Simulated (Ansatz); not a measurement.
Al$_{2}$H$_{3}$

The calculation's input:

```
crystal:
  lattice:
    - [3.3855503356, 0.0, 0.0]
    - [-1.6927751678, 2.9319725964, 0.0]
    - [0.0, 0.0, 4.5090799921]
  atoms:
    - { symbol: Al, position: [0.3333333333, 0.6666666667, 0.232711475] }
    - { symbol: Al, position: [0.6666666667, 0.3333333333, 0.767288525] }
    - { symbol: H, position: [0.0, 0.0, 0.0] }
    - { symbol: H, position: [0.3333333333, 0.6666666667, 0.6458918633] }
    - { symbol: H, position: [0.6666666667, 0.3333333333, 0.3541081367] }
basis:
  ecutwfc: 420
kpoints:
  mp_grid: { grid: [12, 12, 8] }
hamiltonian:
  xc: pbe
scf:
  occupations: { method: gaussian, width: 0.1 }
output:
  forces: true
  stress: true
  eigenvalues: true
  write_density: true
  write_potential: true
  elf: true
  volumetric_format: npy
relax:
  adjacent_minimum: "off"
  f_tol: 0.01
  max_steps: 80
  cell: { stress_tol: 0.05 }
```

Launched as:

```sh
ansatz run input.yaml --threads 1 --pin off --max-ram 2560MiB --backend cpu --events-out ev --progress --plain --runs-dir out
```

Below, planes, directions and counts refer to the conventional cell (a = 3.22 Å, b = 3.22 Å, c = 4.93 Å, α = 90.00°, β = 90.00°, γ = 120.00°).

The fields are those of the relaxed geometry.

Space group P-3m1; started from the A-type sesquioxide_164 prototype, which need not be the ambient phase; computed without spin polarisation.

All numbers below come from Ansatz, DFT PBE, scalar-relativistic, plane waves, PAW.

The density is the valence pseudo-density of a PAW calculation; it isn't the true density close to the nuclei.

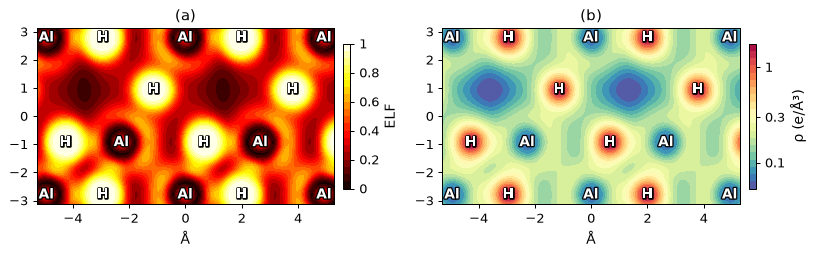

Figure 1. (a) ELF; (b) valence charge density (pseudo) on the (110) plane of the conventional cell.

**Describe what can be read from this map.**

The plane passes through Al and H nuclei. Al–H (1.98 Å): ρ at the midpoint is about 0.25 e/Å³; the ELF climbs to about 1 towards the hydrogen. Between the atoms the lowest density in this plane is 0.05 e/Å³.

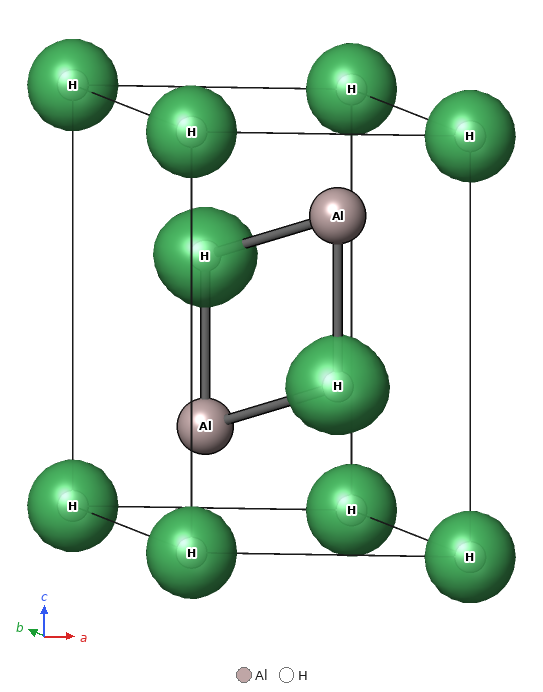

Figure 2. Isosurface of the electron localisation function at 0.85 (green), seen at an oblique angle. Only the valence region is drawn (cores and ρ < 0.01 e/Å³ removed). Sticks mark near contacts.

**What do the ELF domains correspond to?**

The surface consists of three regions around hydrogen nuclei, counted in one cell of 5 atoms. Any copies at cell faces, edges or corners count once.

**Does the calculation give a band gap?**

It is metallic or semimetallic at this level of theory: no gap opens.
